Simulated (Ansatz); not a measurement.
**In₄P₅ (slab): density, localisation and related maps**

Input file:

```
crystal:
  lattice:
    - [4.1565024009, 0.0, 0.0]
    - [0.0, 4.1565024009, 0.0]
    - [0.0, 0.0, 26.7563641348]
  atoms:
    - { symbol: P, position: [0.0, 0.5, 0.2803071435] }
    - { symbol: In, position: [0.5, 0.5, 0.3352303576] }
    - { symbol: P, position: [0.5, 0.0, 0.3901535717] }
    - { symbol: In, position: [0.0, 0.0, 0.4450767859] }
    - { symbol: P, position: [0.0, 0.5, 0.5] }
    - { symbol: In, position: [0.5, 0.5, 0.5549232141] }
    - { symbol: P, position: [0.5, 0.0, 0.6098464283] }
    - { symbol: In, position: [0.0, 0.0, 0.6647696424] }
    - { symbol: P, position: [0.0, 0.5, 0.7196928565] }
basis:
  ecutwfc: 420
kpoints:
  mp_grid: { grid: [8, 8, 1] }
hamiltonian:
  xc: pbesol
scf:
  occupations: { method: gaussian, width: 0.05 }
output:
  forces: true
  eigenvalues: true
  write_density: true
  write_potential: true
  elf: true
  volumetric_format: npy
relax:
  adjacent_minimum: "off"
  f_tol: 0.02
  max_steps: 60
efield:
  axis: 3
  dipole_correction: true
  ramp_width: 0.04
```

Command:

```sh
ansatz run input.yaml --threads 1 --pin off --max-ram 2560MiB --backend cpu --events-out ev --progress --plain --runs-dir out
```

The fields are those of the relaxed geometry.

Computed without spin polarisation.

All numbers below come from DFT PBEsol, scalar-relativistic, plane waves, PAW (Ansatz).

The density is the valence pseudo-density of a PAW calculation; it isn't the true density close to the nuclei.

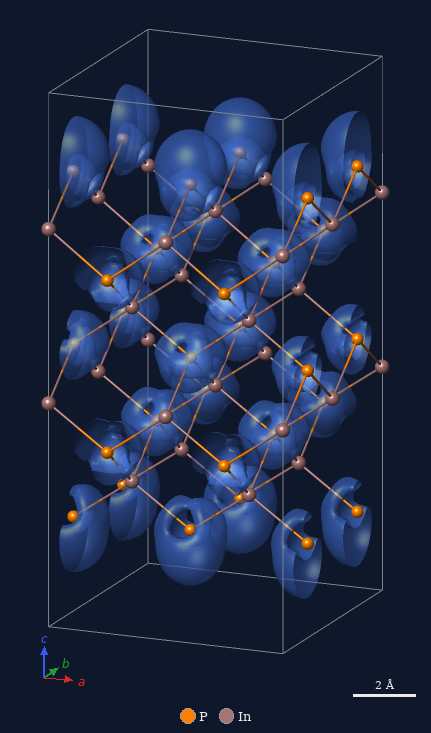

Figure 1. Isosurface of the electron localisation function at 0.75 (blue), seen slightly off an axis. Core shells and regions of very low density are left out. Sticks mark near contacts.

Q: Where are the electrons localised?

A: At this value the surface marks out five regions wrapped around P (the valence shell of each), counted in one cell of 9 atoms. Counts are for one cell; the picture repeats the cell along the surface. Along the contacts the grid gives the following. In–P (2.52 Å): the ELF peaks at about 0.90 in the valence shell of P, 0.8 Å from its nucleus, and is about 0.55 at the midpoint. In–P (2.57 Å): the ELF peaks at about 0.90 in the valence shell of P, 0.8 Å from its nucleus, and is about 0.50 at the midpoint.

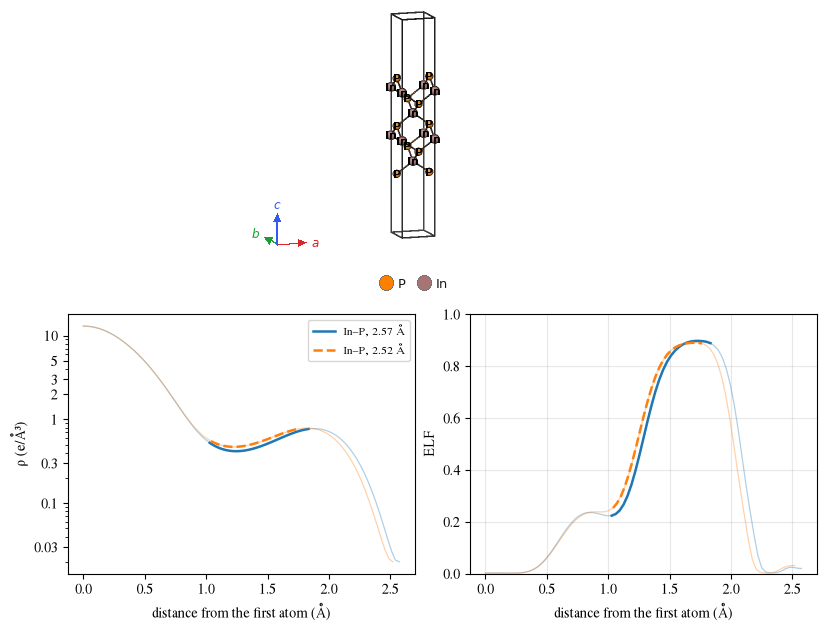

Figure 2. Valence charge density (pseudo) and ELF along straight lines between neighbouring atoms. Thin, pale parts lie inside the atomic spheres. The structure is drawn too.

Q: What can be read from the curves?

A: In–P (2.57 Å): the density is about 0.42 e/Å³ at the midpoint; the ELF peaks at about 0.90 in the valence shell of P, 0.8 Å from its nucleus, and is about 0.50 at the midpoint.
In–P (2.52 Å): the density is about 0.47 e/Å³ at the midpoint; the ELF peaks at about 0.90 in the valence shell of P, 0.8 Å from its nucleus, and is about 0.55 at the midpoint.

Q: Metal or insulator at this level of theory?

A: It is metallic or semimetallic at this level of theory: no gap opens.
